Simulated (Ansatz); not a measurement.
## Geometry relaxation, with input and output: TaN (part 2 of 2)

The same run, continued: TaN (P6₃/mmc, 4 atoms in the cell); DFT PBE, scalar-relativistic, plane waves, PAW, no spin polarisation (Ansatz 0.2.0); cutoff 420 eV, 6×6×4 k-mesh, Gaussian smearing of 0.1 eV. The structure derives from an entry of the Crystallography Open Database.

Geometry of the input (Å; fractional positions):
```
3.0480  0.0000  0.0000
-1.5240  2.6396  0.0000
0.0000  0.0000  4.9180
Ta 0.0000  0.0000  0.0000
Ta 0.0000  0.0000  0.5000
N  0.3333  0.6667  0.2500
N  0.6667  0.3333  0.7500
```

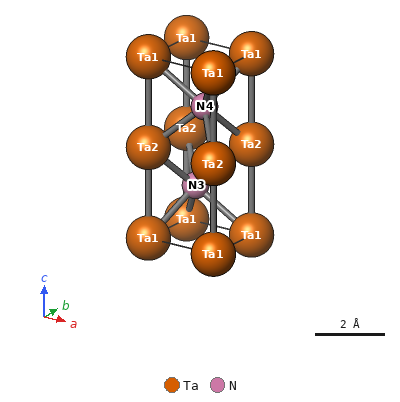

Figure 1. The geometry at step 3 of the log (ball-and-stick view of the cell of the calculation, seen slightly off an axis; atoms are numbered from 1 in the order of the input).

**The program's output, continued**
```
SCF iter   1: F=—  HF=-20636.136543 eV  |F-HF|=—  |Δ(HF+E_count)|=         —  Δρ=1.12e-3  dr2=5.29e-4  ethr=1.46e-6  ⟨swp⟩=2.1  Hψ=2575  notcnv=0
preconditioner: auto → Kerker (q_TF=auto, 2.645 Å⁻¹)  [metal: Δε(μ)=0.094 eV  Ē_g=10.938 eV  σ=0.100 eV  W_gap=0.47  n_scr=10 (ndim 8)  ℏωp=25.2 eV  f_vac=0.000  D(μ)=1.79/eV (n_scr^D=22)]
SCF iter   2: F=—  HF=-20636.136426 eV  |F-HF|=—  |Δ(HF+E_count)|=   1.18e-4  Δρ=4.37e-4  dr2=1.12e-4  ethr=1.46e-6  ⟨swp⟩=2.0  Hψ=685  notcnv=0
SCF iter   3: F=—  HF=-20636.136120 eV  |F-HF|=—  |Δ(HF+E_count)|=   3.05e-4  Δρ=2.19e-4  dr2=2.97e-5  ethr=3.10e-7  ⟨swp⟩=1.1  Hψ=550  notcnv=0
SCF iter   4: F=—  HF=-20636.136110 eV  |F-HF|=—  |Δ(HF+E_count)|=   1.07e-5  Δρ=4.43e-5  dr2=8.98e-7  ethr=8.26e-8  ⟨swp⟩=2.0  Hψ=752  notcnv=0
SCF iter   5: F=-20636.136110 eV  HF=-20636.136110 eV  |F-HF|=1.25e-8  |Δ(HF+E_count)|=   1.01e-8  Δρ=9.65e-6  dr2=3.48e-8  ethr=1.11e-9  ⟨swp⟩=5.4  Hψ=2111  notcnv=0
SCF 6 converged in 5 iterations: F = -20636.136110 eV  dr2 = 3.48e-8
relax step   6: F+E_penalty+E_count = -20636.13610953 eV  Δ(F+E_penalty+E_count) = -3.028e-3 eV  max|allowed force component| = 1.897e-16 eV/Å  Δτ_max = 0.0000 Å  P = +0.131 GPa  Ω = 43.342 Å³  energy of the carried Pulay correction = -1.240e-2 eV  (5 SCF iters, dr2 threshold 4.00e-7 eV, accepted)
Basis set: ecut = 420 eV, 835 PW (Γ), exchange–correlation on 40×40×80 points (8 copies of the dense FFT grid, shifted against one another)
Initial wavefunctions: pseudopotential atomic-orbital guess (no wavefunctions were taken with the density)
iter 1 solved again at ethr=1.61e-6 eV; its pass at ethr=3.10e-3 eV (dr2=5.79e-4 eV) is discarded
SCF iter   1: F=—  HF=-20636.223643 eV  |F-HF|=—  |Δ(HF+E_count)|=         —  Δρ=2.69e-3  dr2=6.20e-4  ethr=1.61e-6  ⟨swp⟩=2.3  Hψ=3516  notcnv=0
preconditioner: auto → Kerker (q_TF=auto, 2.645 Å⁻¹)  [metal: Δε(μ)=0.089 eV  Ē_g=10.941 eV  σ=0.100 eV  W_gap=0.45  n_scr=10 (ndim 8)  ℏωp=25.2 eV  f_vac=0.000  D(μ)=1.82/eV (n_scr^D=22)]
SCF iter   2: F=—  HF=-20636.224282 eV  |F-HF|=—  |Δ(HF+E_count)|=   6.40e-4  Δρ=1.33e-3  dr2=9.62e-5  ethr=1.61e-6  ⟨swp⟩=2.0  Hψ=722  notcnv=0
SCF iter   3: F=—  HF=-20636.224534 eV  |F-HF|=—  |Δ(HF+E_count)|=   2.52e-4  Δρ=5.34e-4  dr2=1.57e-5  ethr=2.67e-7  ⟨swp⟩=2.0  Hψ=634  notcnv=0
SCF iter   4: F=—  HF=-20636.224578 eV  |F-HF|=—  |Δ(HF+E_count)|=   4.42e-5  Δρ=1.89e-5  dr2=9.14e-8  ethr=4.37e-8  ⟨swp⟩=2.0  Hψ=734  notcnv=0
SCF iter   5: F=—  HF=-20636.224581 eV  |F-HF|=—  |Δ(HF+E_count)|=   2.68e-6  Δρ=3.78e-6  dr2=8.16e-9  ethr=2.54e-10  ⟨swp⟩=2.7  Hψ=860  notcnv=0
SCF iter   6: F=-20636.224581 eV  HF=-20636.224581 eV  |F-HF|=8.00e-11  |Δ(HF+E_count)|=  8.33e-10  Δρ=1.02e-6  dr2=3.82e-10  ethr=1.11e-11  ⟨swp⟩=4.2  Hψ=1638  notcnv=0
SCF 7 converged in 6 iterations: F = -20636.224581 eV  dr2 = 3.82e-10
relax step   7: F+E_penalty+E_count = -20636.22458095 eV  Δ(F+E_penalty+E_count) = -8.847e-2 eV  max|allowed force component| = 1.434e-16 eV/Å  Δτ_max = 0.0000 Å  P = +1.930 GPa  Ω = 43.342 Å³  stress off target by 4.45e0 GPa  SCF on the basis re-selected at this cell (its energy is not comparable with the rows above)  (6 SCF iters)
basis re-selected at this cell: Δ(F+E_penalty+E_count) = -8.847e-2 eV, ΔP = +1.799 GPa vs the last step (what re-selecting the basis moved, of the pressure what is left beyond the Pulay correction that the steps carried, after the strain that the cell walked since its last selection, with what the two solves' SCF thresholds leave and, on support functions, any second-order correction that the steps lacked; it is no measure of the basis error at this ecutwfc). The dense FFT grid was sized anew with the basis: this SCF ran on 20×20×40 points, the steps before it on 24×24×36, so part of this shift can come from that change (see relax.cell in the input reference). This SCF's stress stands 4.45e0 GPa from its target on what of the cell is left free (relax.cell.stress_tol is 5.00e-1 GPa) and its largest allowed force component is 1.43e-16 eV/Å (relax.f_tol is 5.00e-2 eV/Å): not within both, so this SCF does not close the relaxation
Crystal: 4 atoms, lattice volume = 43.563 Å³
Basis set: ecut = 420 eV, 847 PW (Γ), exchange–correlation on 40×40×80 points (8 copies of the dense FFT grid, shifted against one another)
iter 1 solved again at ethr=1.83e-6 eV; its pass at ethr=3.10e-3 eV (dr2=6.57e-4 eV) is discarded
SCF iter   1: F=—  HF=-20636.227478 eV  |F-HF|=—  |Δ(HF+E_count)|=         —  Δρ=1.21e-3  dr2=6.92e-4  ethr=1.83e-6  ⟨swp⟩=2.0  Hψ=2603  notcnv=0
preconditioner: auto → Kerker (q_TF=auto, 2.643 Å⁻¹)  [metal: Δε(μ)=0.068 eV  Ē_g=10.878 eV  σ=0.100 eV  W_gap=0.35  n_scr=10 (ndim 8)  ℏωp=25.2 eV  f_vac=0.000  D(μ)=1.84/eV (n_scr^D=22)]
SCF iter   2: F=—  HF=-20636.227321 eV  |F-HF|=—  |Δ(HF+E_count)|=   1.58e-4  Δρ=5.21e-4  dr2=1.36e-4  ethr=1.83e-6  ⟨swp⟩=2.1  Hψ=655  notcnv=0
SCF iter   3: F=—  HF=-20636.227251 eV  |F-HF|=—  |Δ(HF+E_count)|=   6.94e-5  Δρ=2.32e-4  dr2=3.16e-5  ethr=3.79e-7  ⟨swp⟩=2.0  Hψ=643  notcnv=0
SCF iter   4: F=—  HF=-20636.227240 eV  |F-HF|=—  |Δ(HF+E_count)|=   1.13e-5  Δρ=4.71e-5  dr2=6.17e-7  ethr=8.79e-8  ⟨swp⟩=2.3  Hψ=779  notcnv=0
SCF iter   5: F=-20636.227240 eV  HF=-20636.227240 eV  |F-HF|=4.75e-9  |Δ(HF+E_count)|=   7.94e-8  Δρ=8.97e-6  dr2=2.59e-8  ethr=1.11e-9  ⟨swp⟩=5.1  Hψ=2092  notcnv=0
SCF 8 converged in 5 iterations: F = -20636.227240 eV  dr2 = 2.59e-8
  greatest PAW one-centre occupation: 0.999 electrons in one spin orbital (limit 2), on the Ta atom at site 0 (counted from 0), in its partial waves of l = 0
relax step   8: F+E_penalty+E_count = -20636.22723997 eV  Δ(F+E_penalty+E_count) = -2.659e-3 eV  max|allowed force component| = 2.961e-16 eV/Å  Δτ_max = 0.0000 Å  P = +0.082 GPa  Ω = 43.563 Å³  energy of the carried Pulay correction = -6.285e-4 eV  (5 SCF iters, dr2 threshold 4.00e-7 eV, accepted)
iter 1 solved again at ethr=4.06e-8 eV; its pass at ethr=3.10e-3 eV (dr2=1.46e-5 eV) is discarded
SCF iter   1: F=—  HF=-20636.228013 eV  |F-HF|=—  |Δ(HF+E_count)|=         —  Δρ=1.02e-4  dr2=1.71e-7  ethr=4.06e-8  ⟨swp⟩=3.4  Hψ=3832  notcnv=0
preconditioner: auto → Kerker (q_TF=auto, 2.643 Å⁻¹)  [metal: Δε(μ)=0.072 eV  Ē_g=10.881 eV  σ=0.100 eV  W_gap=0.37  n_scr=10 (ndim 8)  ℏωp=25.2 eV  f_vac=0.000  D(μ)=1.86/eV (n_scr^D=22)]
SCF iter   2: F=—  HF=-20636.228004 eV  |F-HF|=—  |Δ(HF+E_count)|=   8.39e-6  Δρ=5.21e-5  dr2=4.99e-8  ethr=4.75e-10  ⟨swp⟩=2.0  Hψ=723  notcnv=0
SCF iter   3: F=—  HF=-20636.228007 eV  |F-HF|=—  |Δ(HF+E_count)|=   2.72e-6  Δρ=4.02e-6  dr2=4.06e-9  ethr=1.39e-10  ⟨swp⟩=2.4  Hψ=740  notcnv=0
SCF iter   4: F=-20636.228007 eV  HF=-20636.228007 eV  |F-HF|=8.84e-10  |Δ(HF+E_count)|=   3.88e-9  Δρ=1.29e-6  dr2=4.41e-10  ethr=1.11e-11  ⟨swp⟩=4.7  Hψ=1750  notcnv=0
SCF 9 converged in 4 iterations: F = -20636.228007 eV  dr2 = 4.41e-10
relax step   9: F+E_penalty+E_count = -20636.22800710 eV  Δ(F+E_penalty+E_count) = -7.671e-4 eV  max|allowed force component| = 2.082e-16 eV/Å  Δτ_max = 0.0000 Å  P = +0.086 GPa  Ω = 43.563 Å³  stress off target by 4.71e-1 GPa  SCF on the basis re-selected at this cell (its energy is not comparable with the rows above)  (4 SCF iters)
basis re-selected at this cell: Δ(F+E_penalty+E_count) = -7.671e-4 eV, ΔP = +0.004 GPa vs the last step (what re-selecting the basis moved, of the pressure what is left beyond the Pulay correction that the steps carried, after the strain that the cell walked since its last selection, with what the two solves' SCF thresholds leave and, on support functions, any second-order correction that the steps lacked; it is no measure of the basis error at this ecutwfc). This SCF's stress stands 4.71e-1 GPa from its target on what of the cell is left free (relax.cell.stress_tol is 5.00e-1 GPa) and its largest allowed force component is 2.08e-16 eV/Å (relax.f_tol is 5.00e-2 eV/Å): within both
SCF converged after 4 iterations
Free energy (F): -20636.228007 eV
Harris-Foulkes:  -20636.228007 eV  (|F-HF|=8.84e-10)
Internal energy: -20636.218722 eV  (E = F + TS)
E sigma→0 (E₀):  -20636.223365 eV
Entropy (-TS):   -0.009285 eV (-2.321 meV/atom)
Fermi energy:    19.901301 eV
--- Per-component energies (eV) ---
  E_band       = -109.372888
  E_kinetic    = 998.325799
  E_local      = -1214.956271  (includes V_loc(G=0)·N_el)
  E_nonlocal   = 120.007214
  E_hartree    = 408.397498
  E_xc         = -559.567648
  E_vxc        = -564.339400  (∫ρ·V_xc dr)
  E_paw        = -17048.364639  (= ΣΔE_a)
  E_vpaw       = -265.205995  (= ΣTr[D̂ρ^β])
  E_aug_tail   = 0.000423  (compensation charges beyond the density's cutoff)
  E_ewald      = -3340.061097
  E_smearing   = -0.009285  (= −TS)
  E_closure    = -0.000000  (closes the sum)
  Σ components = -20636.228007   (vs F -20636.228007, Δ=0.00e0)
--- Forces (eV/Å), atoms counted from 1 ---
  atom   1  Ta    -0.00000000     0.00000000    -0.00000000
  atom   2  Ta    -0.00000000     0.00000000     0.00000000
  atom   3  N      0.00000000     0.00000000    -0.00000000
  atom   4  N      0.00000000    -0.00000000     0.00000000
  max |Σ_I F_I| component: 1.85e-16 eV/Å
--- Stress (GPa, compression-positive) ---
       -0.106194      -0.000000      -0.000000
        0.000000      -0.106194       0.000000
       -0.000000       0.000000       0.470598
  P = ⅓ Tr σ = 0.0861 GPa (0.861 kbar)
--- Band table (eV; the first three rows and the last of 21) ---
  k-point 0: bands = ["-48.4353", "-48.3980", "-15.5411", "-14.7796", "-14.5295", "-14.5295", "-14.4678", "-14.4678", "2.4869", "4.8517", "10.7816", "15.1968", "15.1968", "15.7346", "16.5372", "18.0353", "18.0353", "19.8018", "19.8018", "20.5843", "20.5843", "22.3839", "23.1467", "23.9870", "23.9870", "26.0087"]
  k-point 1: bands = ["-48.4299", "-48.4034", "-15.4356", "-14.8977", "-14.5205", "-14.5205", "-14.4769", "-14.4769", "2.7770", "4.4133", "11.4094", "14.5229", "15.4461", "15.4461", "17.2249", "17.2249", "17.6502", "20.5635", "20.5635", "20.7500", "20.7500", "21.3260", "23.7997", "23.8838", "23.8838", "25.4589"]
  k-point 2: bands = ["-48.4167", "-48.4167", "-15.1731", "-15.1731", "-14.4988", "-14.4988", "-14.4988", "-14.4988", "3.5298", "3.5298", "12.8576", "12.8576", "16.1621", "16.1621", "16.1621", "16.1621", "19.3714", "19.3714", "21.0136", "21.0136", "21.0136", "21.0136", "24.3512", "24.3512", "24.3512", "24.3512"]
  k-point 20: bands = ["-48.3241", "-48.3241", "-15.2384", "-15.2384", "-15.2234", "-15.2234", "-14.9279", "-14.9279", "4.8090", "4.8090", "12.9007", "12.9007", "14.2616", "14.2616", "14.3393", "14.3393", "19.6057", "19.6057", "22.7312", "22.7312", "23.1422", "23.1422", "24.0100", "24.0100", "28.3318", "28.3318"]
--- Relaxed structure (7 steps of the walk, 7 accepted, 2 SCFs on fresh bases) ---
  F+E_penalty+E_count = -20636.22800710 eV   max|allowed force component| = 2.082e-16 eV/Å   (the final SCF, on the basis selected at the relaxed cell)
  cell:  # Å, volume = 43.5625 Å³
    - [2.9184425702410093, 0.0, 0.0]
    - [-1.4592212851205046, 2.527445405314665, 0.0]
    - [0.0, 0.0, 5.9058153993209865]
  atoms:
    - { symbol: Ta, position: [-3.895927233750871e-35, -1.078274291704685e-35, 5.22144488108238e-35] }
    - { symbol: Ta, position: [-3.0653650770826645e-35, -4.702605941795768e-36, 0.5] }
    - { symbol: N, position: [0.33333333333333326, 0.6666666666666665, 0.25] }
    - { symbol: N, position: [0.6666666666666665, 0.33333333333333326, 0.75] }
```

**Trajectory as extended XYZ (Å, eV, eV/Å), 9 frames, from step=1 to step=9**
```
4
Lattice="3.0480 0.0000 0.0000 -1.5240 2.6396 0.0000 0.0000 0.0000 4.9180" Properties=species:S:1:pos:R:3:forces:R:3 step=1 energy=-20633.46791 pressure_GPa=59.40
Ta    0.0000    0.0000    0.0000    0.0000   0.0000   0.0000
Ta    0.0000    0.0000    2.4590    0.0000   0.0000   0.0000
N     0.0000    1.7598    1.2295    0.0000   0.0000   0.0000
N     1.5240    0.8799    3.6885    0.0000   0.0000   0.0000
4
Lattice="3.0735 0.0000 0.0000 -1.5367 2.6617 0.0000 0.0000 0.0000 5.1577" Properties=species:S:1:pos:R:3:forces:R:3 step=2 energy=-20634.64193 pressure_GPa=24.55
Ta    0.0000    0.0000    0.0000    0.0000   0.0000   0.0000
Ta    0.0000    0.0000    2.5788    0.0000   0.0000   0.0000
N     0.0000    1.7745    1.2894    0.0000   0.0000   0.0000
N     1.5367    0.8872    3.8683    0.0000   0.0000   0.0000
4
Lattice="3.0441 0.0000 0.0000 -1.5221 2.6363 0.0000 0.0000 0.0000 5.3973" Properties=species:S:1:pos:R:3:forces:R:3 step=3 energy=-20635.33861 pressure_GPa=9.30
Ta    0.0000    0.0000    0.0000    0.0000   0.0000   0.0000
Ta    0.0000    0.0000    2.6986    0.0000   0.0000   0.0000
N     0.0000    1.7575    1.3493    0.0000   0.0000   0.0000
N     1.5221    0.8788    4.0479    0.0000   0.0000   0.0000
4
Lattice="2.9811 0.0000 0.0000 -1.4906 2.5817 0.0000 0.0000 0.0000 5.6383" Properties=species:S:1:pos:R:3:forces:R:3 step=4 energy=-20635.92111 pressure_GPa=3.39
Ta    0.0000    0.0000    0.0000    0.0000   0.0000   0.0000
Ta    0.0000    0.0000    2.8191    0.0000   0.0000   0.0000
N     0.0000    1.7211    1.4096    0.0000   0.0000   0.0000
N     1.4906    0.8606    4.2287    0.0000   0.0000   0.0000
4
Lattice="2.9066 0.0000 0.0000 -1.4533 2.5172 0.0000 0.0000 0.0000 5.8783" Properties=species:S:1:pos:R:3:forces:R:3 step=5 energy=-20636.13308 pressure_GPa=2.65
Ta    0.0000    0.0000    0.0000    0.0000   0.0000   0.0000
Ta    0.0000    0.0000    2.9391    0.0000   0.0000   0.0000
N     0.0000    1.6781    1.4696    0.0000   0.0000   0.0000
N     1.4533    0.8391    4.4087    0.0000   0.0000   0.0000
4
Lattice="2.9183 0.0000 0.0000 -1.4591 2.5273 0.0000 0.0000 0.0000 5.8766" Properties=species:S:1:pos:R:3:forces:R:3 step=6 energy=-20636.13611 pressure_GPa=0.13
Ta    0.0000    0.0000    0.0000    0.0000   0.0000   0.0000
Ta    0.0000    0.0000    2.9383    0.0000   0.0000   0.0000
N     0.0000    1.6849    1.4691    0.0000   0.0000   0.0000
N     1.4591    0.8424    4.4074    0.0000   0.0000   0.0000
4
Lattice="2.9183 0.0000 0.0000 -1.4591 2.5273 0.0000 0.0000 0.0000 5.8766" Properties=species:S:1:pos:R:3:forces:R:3 step=7 energy=-20636.22458 pressure_GPa=1.93
Ta    0.0000    0.0000    0.0000    0.0000   0.0000   0.0000
Ta    0.0000    0.0000    2.9383    0.0000   0.0000   0.0000
N     0.0000    1.6849    1.4691    0.0000   0.0000   0.0000
N     1.4591    0.8424    4.4074    0.0000   0.0000   0.0000
4
Lattice="2.9184 0.0000 0.0000 -1.4592 2.5274 0.0000 0.0000 0.0000 5.9058" Properties=species:S:1:pos:R:3:forces:R:3 step=8 energy=-20636.22724 pressure_GPa=0.08
Ta    0.0000    0.0000    0.0000    0.0000   0.0000   0.0000
Ta    0.0000    0.0000    2.9529    0.0000   0.0000   0.0000
N     0.0000    1.6850    1.4765    0.0000   0.0000   0.0000
N     1.4592    0.8425    4.4294    0.0000   0.0000   0.0000
4
Lattice="2.9184 0.0000 0.0000 -1.4592 2.5274 0.0000 0.0000 0.0000 5.9058" Properties=species:S:1:pos:R:3:forces:R:3 step=9 energy=-20636.22801 pressure_GPa=0.09
Ta    0.0000    0.0000    0.0000    0.0000   0.0000   0.0000
Ta    0.0000    0.0000    2.9529    0.0000   0.0000   0.0000
N     0.0000    1.6850    1.4765    0.0000   0.0000   0.0000
N     1.4592    0.8425    4.4294    0.0000   0.0000   0.0000
```

**Key numbers**

```csv
quantity,value
outcome,converged
space group (tolerance 0.01 Å),P6₃/mmc (194)
electrons treated,36
free energy,−20636.2280 eV
Fermi energy,19.901 eV
gap on the k-point mesh,none (metallic)
pressure,0.09 GPa
final volume,43.56 Å³
largest force (length of the vector) at the end,under 0.001 eV/Å
final cell,"a = 2.918 Å, b = 2.918 Å, c = 5.906 Å, α = 90.00°, β = 90.00°, γ = 120.00°"
hardware,"4 threads of AMD EPYC (Zen 3), 189 GiB of memory available, shared host"
wall time,20 s (CPU time 32 s)
peak memory,0.36 GiB
```

Spin–orbit coupling is left out, which matters for Ta.
